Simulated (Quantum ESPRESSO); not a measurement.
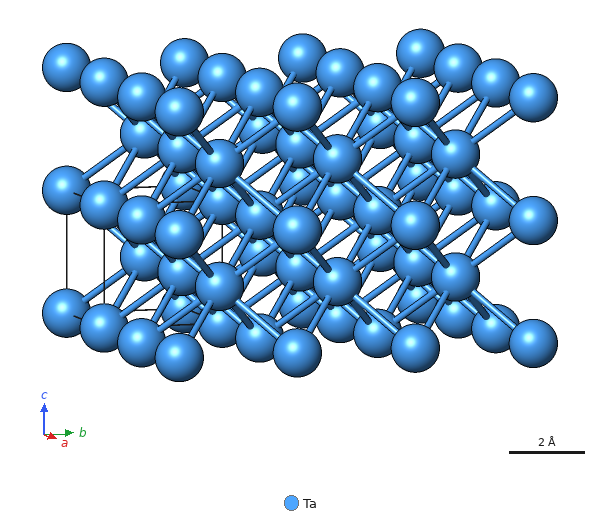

**Figure 1.** The structure as given in the input (ball-and-stick view of the cell 2 times as large as that of the calculation, set on its symmetry axes, repeated 3 × 3 × 2, seen slightly off an axis). Near neighbours in the crystal (not all of them lie inside the picture): Ta has 8 Ta at 2.88 Å.

Single-point calculation, with input and output: Ta (part 1 of 2)

The run: single-point calculation of Ta (Im-3m, 1 atom in the cell). Method and program: Kohn-Sham DFT of a periodic cell, PBE, SSSP 1.3 efficiency PBE, no spin polarisation (Quantum ESPRESSO 7.5).

The structure derives from an entry of the Crystallography Open Database. The volume is scaled by 1.02.

### Input
```
&CONTROL
  calculation = 'scf'
  prefix = 'pwscf'
  outdir = './tmp'
  pseudo_dir = './pseudo'
  tprnfor = .true.
  tstress = .true.
  disk_io = 'nowf'
/
&SYSTEM
  ibrav = 0
  nat = 1
  ntyp = 1
  ecutwfc = 55
  ecutrho = 440
  nbnd = 12
  occupations = 'smearing'
  smearing = 'fd'
  degauss = 0.00367493
/
&ELECTRONS
  conv_thr = 2d-10
  electron_maxstep = 120
  mixing_beta = 0.5
/
ATOMIC_SPECIES
Ta   180.9479 Ta_pbe_v1.uspp.F.UPF
CELL_PARAMETERS angstrom
  -1.6622159478    1.6622159478    1.6622159478
   1.6622159478   -1.6622159478    1.6622159478
   1.6622159478    1.6622159478   -1.6622159478
ATOMIC_POSITIONS crystal
Ta     0.0000000000    0.0000000000    0.0000000000
K_POINTS automatic
11 11 11 0 0 0
```

Machine: 1 thread of Arm Neoverse V2, 128 GiB of memory available, shared host.

Launched with:
```bash
OMP_NUM_THREADS=1 pw.x -in pw.in > pw.out
```

### Log
```
This program is part of the open-source Quantum ESPRESSO suite
     for quantum simulation of materials; please cite
         "P. Giannozzi et al., J. Phys.:Condens. Matter 21 395502 (2009);
         "P. Giannozzi et al., J. Phys.:Condens. Matter 29 465901 (2017);
         "P. Giannozzi et al., J. Chem. Phys. 152 154105 (2020);
          URL
     in publications or presentations arising from this work. More details at

     Message from routine setup:
     using ibrav=0 with symmetry is DISCOURAGED, use correct ibrav instead

     G-vector sticks info
     --------------------
     sticks:   dense  smooth     PW     G-vecs:    dense   smooth      PW
     Sum         977     483    159                19237     6819    1253

     Using Slab Decomposition

     bravais-lattice index     =            0
     lattice parameter (alat)  =       5.4406  a.u.
     unit-cell volume          =     123.9707 (a.u.)^3
     number of atoms/cell      =            1
     number of atomic types    =            1
     number of electrons       =        13.00
     number of Kohn-Sham states=           12
     kinetic-energy cutoff     =      55.0000  Ry
     charge density cutoff     =     440.0000  Ry
     scf convergence threshold =      2.0E-10
     mixing beta               =       0.5000
     number of iterations used =            8  plain     mixing
     Exchange-correlation= SLA  PW   PBE  PBE
                           (   1   4   3   4   0   0   0)

     celldm(1)=   5.440602  celldm(2)=   0.000000  celldm(3)=   0.000000
     celldm(4)=   0.000000  celldm(5)=   0.000000  celldm(6)=   0.000000

     crystal axes: (cart. coord. in units of alat)
               a(1) = (  -0.577350   0.577350   0.577350 )
               a(2) = (   0.577350  -0.577350   0.577350 )
               a(3) = (   0.577350   0.577350  -0.577350 )

     reciprocal axes: (cart. coord. in units 2 pi/alat)
               b(1) = ( -0.000000  0.866025  0.866025 )
               b(2) = (  0.866025 -0.000000  0.866025 )
               b(3) = (  0.866025  0.866025  0.000000 )

     PseudoPot. # 1 for Ta read from file:
     Ta_pbe_v1.uspp.F.UPF
     Pseudo is Ultrasoft + core correction, Zval = 13.0
     Generated by new atomic code, or converted to UPF format
     Using radial grid of  921 points,  7 beta functions with:
                l(1) =   0
                l(2) =   0
                l(3) =   1
                l(4) =   1
                l(5) =   2
                l(6) =   2
                l(7) =   3
     Q(r) pseudized with  6 coefficients,  rinner =    1.300   1.300   1.300
                                                       1.300   1.300   1.300
                                                       1.300

     atomic species   valence    mass     pseudopotential
     Ta               13.00   180.94790     Ta( 1.00)

     48 Sym. Ops., with inversion, found

   Cartesian axes

     site n.     atom                  positions (alat units)
         1        Ta     tau(   1) = (   0.0000000   0.0000000   0.0000000  )

     number of k points=    56  Fermi-Dirac smearing, width (Ry)=  0.0037
                       cart. coord. in units 2pi/alat
        k(    1) = (   0.0000000   0.0000000   0.0000000), wk =   0.0015026
        k(    2) = (   0.0787296   0.0787296   0.0000000), wk =   0.0180316
        k(    3) = (   0.1574592   0.1574592   0.0000000), wk =   0.0180316
        k(    4) = (   0.2361887   0.2361887   0.0000000), wk =   0.0180316
        k(    5) = (   0.3149183   0.3149183   0.0000000), wk =   0.0180316
        k(    6) = (   0.3936479   0.3936479   0.0000000), wk =   0.0180316
        k(    7) = (   0.1574592   0.0787296   0.0787296), wk =   0.0360631
        k(    8) = (   0.2361887   0.1574592   0.0787296), wk =   0.0721262
        k(    9) = (   0.3149183   0.2361887   0.0787296), wk =   0.0721262
        k(   10) = (   0.3936479   0.3149183   0.0787296), wk =   0.0721262
        k(   11) = (   0.4723775   0.3936479   0.0787296), wk =   0.0360631
        k(   12) = (   0.3149183   0.1574592   0.1574592), wk =   0.0360631
        k(   13) = (   0.3936479   0.2361887   0.1574592), wk =   0.0721262
        k(   14) = (   0.4723775   0.3149183   0.1574592), wk =   0.0721262
        k(   15) = (   0.4723775   0.2361887   0.2361887), wk =   0.0360631
        k(   16) = (   0.5511071   0.3149183   0.2361887), wk =   0.0360631
        k(   17) = (   0.1574592   0.1574592   0.1574592), wk =   0.0120210
        k(   18) = (   0.2361887   0.2361887   0.1574592), wk =   0.0360631
        k(   19) = (   0.3149183   0.3149183   0.1574592), wk =   0.0360631
        k(   20) = (   0.3936479   0.3936479   0.1574592), wk =   0.0360631
        k(   21) = (  -0.0000000  -0.0000000   0.1574592), wk =   0.0090158
        k(   22) = (   0.3149183   0.2361887   0.2361887), wk =   0.0360631
        k(   23) = (   0.3936479   0.3149183   0.2361887), wk =   0.0721262
        k(   24) = (   0.4723775   0.3936479   0.2361887), wk =   0.0360631
        k(   25) = (   0.0000000  -0.0787296   0.2361887), wk =   0.0360631
        k(   26) = (   0.4723775   0.3149183   0.3149183), wk =   0.0360631
        k(   27) = (  -0.0000000  -0.1574592   0.3149183), wk =   0.0360631
        k(   28) = (   0.0787296  -0.0787296   0.3149183), wk =   0.0360631
        k(   29) = (  -0.0000000  -0.2361887   0.3936479), wk =   0.0360631
        k(   30) = (   0.0787296  -0.1574592   0.3936479), wk =   0.0721262
        k(   31) = (  -0.0000000  -0.3149183   0.4723775), wk =   0.0360631
        k(   32) = (   0.0787296  -0.2361887   0.4723775), wk =   0.0721262
        k(   33) = (   0.1574592  -0.1574592   0.4723775), wk =   0.0360631
        k(   34) = (  -0.7872958  -0.3149183  -0.3149183), wk =   0.0360631
        k(   35) = (  -0.7085662  -0.2361887  -0.3149183), wk =   0.0721262
        k(   36) = (  -0.6298367  -0.2361887  -0.2361887), wk =   0.0120210
        k(   37) = (   0.3149183   0.3149183   0.3149183), wk =   0.0120210
        k(   38) = (   0.3936479   0.3936479   0.3149183), wk =   0.0360631
        k(   39) = (   0.0000000   0.0000000   0.3149183), wk =   0.0090158
        k(   40) = (   0.4723775   0.3936479   0.3936479), wk =   0.0120210
        k(   41) = (  -0.0000000  -0.0787296   0.3936479), wk =   0.0360631
        k(   42) = (  -0.0000000  -0.1574592   0.4723775), wk =   0.0360631
        k(   43) = (   0.0787296  -0.0787296   0.4723775), wk =   0.0360631
        k(   44) = (  -0.0000000  -0.2361887   0.5511071), wk =   0.0360631
        k(   45) = (   0.0787296  -0.1574592   0.5511071), wk =   0.0721262
        k(   46) = (  -0.7872958  -0.2361887  -0.2361887), wk =   0.0360631
        k(   47) = (  -0.7085662  -0.1574592  -0.2361887), wk =   0.0360631
        k(   48) = (  -0.0000000  -0.0000000   0.4723775), wk =   0.0090158
        k(   49) = (  -0.0000000  -0.0787296   0.5511071), wk =   0.0360631
        k(   50) = (  -0.0000000  -0.1574592   0.6298367), wk =   0.0360631
        k(   51) = (   0.0787296  -0.0787296   0.6298367), wk =   0.0360631
        k(   52) = (  -0.7872958  -0.1574592  -0.1574592), wk =   0.0360631
        k(   53) = (  -0.0000000  -0.0000000   0.6298367), wk =   0.0090158
        k(   54) = (  -0.0000000  -0.0787296   0.7085662), wk =   0.0360631
        k(   55) = (  -0.7872958  -0.0787296  -0.0787296), wk =   0.0120210
        k(   56) = (  -0.0000000  -0.0000000   0.7872958), wk =   0.0090158

     Dense  grid:    19237 G-vectors     FFT dimensions: (  40,  40,  40)

     Smooth grid:     6819 G-vectors     FFT dimensions: (  25,  25,  25)

     Initial potential from superposition of free atoms

     starting charge      12.9989, renormalised to      13.0000

     negative rho (up, down):  9.496E-02 0.000E+00
     Starting wfcs are   13 randomized atomic wfcs

     Self-consistent Calculation

     iteration #  1     ecut=    55.00 Ry     beta= 0.50
     Davidson diagonalization with overlap
     ethr =  1.00E-02,  avg # of iterations =  3.8

     Threshold (ethr) on eigenvalues was too large:
     Diagonalizing with lowered threshold

     Davidson diagonalization with overlap
     ethr =  1.84E-04,  avg # of iterations =  1.8

     negative rho (up, down):  9.748E-02 0.000E+00

     total energy              =    -141.88061035 Ry
     estimated scf accuracy    <       0.02488487 Ry

     iteration #  2     ecut=    55.00 Ry     beta= 0.50
     Davidson diagonalization with overlap
     ethr =  1.91E-04,  avg # of iterations =  2.0

     negative rho (up, down):  9.942E-02 0.000E+00

     total energy              =    -141.88272047 Ry
     estimated scf accuracy    <       0.00175905 Ry

     iteration #  3     ecut=    55.00 Ry     beta= 0.50
     Davidson diagonalization with overlap
     ethr =  1.35E-05,  avg # of iterations =  2.4

     negative rho (up, down):  1.006E-01 0.000E+00

     total energy              =    -141.88291092 Ry
     estimated scf accuracy    <       0.00013318 Ry

     iteration #  4     ecut=    55.00 Ry     beta= 0.50
     Davidson diagonalization with overlap
     ethr =  1.02E-06,  avg # of iterations =  1.4

     negative rho (up, down):  1.005E-01 0.000E+00

     total energy              =    -141.88291536 Ry
     estimated scf accuracy    <       0.00000174 Ry

     iteration #  5     ecut=    55.00 Ry     beta= 0.50
     Davidson diagonalization with overlap
     ethr =  1.34E-08,  avg # of iterations =  1.0

     negative rho (up, down):  1.005E-01 0.000E+00

     total energy              =    -141.88291529 Ry
     estimated scf accuracy    <       0.00000031 Ry

     iteration #  6     ecut=    55.00 Ry     beta= 0.50
     Davidson diagonalization with overlap
     ethr =  2.39E-09,  avg # of iterations =  2.0

     negative rho (up, down):  1.005E-01 0.000E+00

     total energy              =    -141.88291536 Ry
     estimated scf accuracy    <          5.5E-09 Ry

     iteration #  7     ecut=    55.00 Ry     beta= 0.50
     Davidson diagonalization with overlap
     ethr =  4.20E-11,  avg # of iterations =  1.0

     negative rho (up, down):  1.005E-01 0.000E+00

     total energy              =    -141.88291536 Ry
     estimated scf accuracy    <          3.3E-09 Ry

     iteration #  8     ecut=    55.00 Ry     beta= 0.50
     Davidson diagonalization with overlap
     ethr =  2.55E-11,  avg # of iterations =  2.0

     negative rho (up, down):  1.005E-01 0.000E+00

     End of self-consistent calculation

          k = 0.0000 0.0000 0.0000 (   887 PWs)   bands (ev):

   -48.9845 -14.9269 -14.9269 -14.9269  10.3692  18.9509  18.9509  18.9509
    22.1556  22.1556  32.7245  32.7245

          k = 0.0787 0.0787 0.0000 (   875 PWs)   bands (ev):

   -48.9762 -15.0209 -14.9561 -14.9273  10.7248  18.7229  18.8717  19.3016
    21.8173  22.1576  33.0301  33.3432

          k = 0.1575 0.1575 0.0000 (   863 PWs)   bands (ev):

   -48.9538 -15.2669 -15.0338 -14.9286  11.6918  18.1707  18.4976  20.3244
    21.4723  22.2102  33.4443  35.0557

          k = 0.2362 0.2362 0.0000 (   858 PWs)   bands (ev):

   -48.9243 -15.5764 -15.1337 -14.9303  12.9164  17.5452  18.0685  21.6618
    21.9225  22.3916  32.5947  33.9563

          k = 0.3149 0.3149 0.0000 (   848 PWs)   bands (ev):

   -48.8971 -15.8494 -15.2238 -14.9319  13.7305  17.0407  18.4304  22.0183
    22.7029  23.8715  31.0315  31.5331

          k = 0.3936 0.3936 0.0000 (   854 PWs)   bands (ev):

   -48.8809 -16.0069 -15.2767 -14.9329  13.9145  16.7656  19.4680  22.0670
    22.9861  25.5433  29.8616  29.9790

          k = 0.1575 0.0787 0.0787 (   873 PWs)   bands (ev):
```
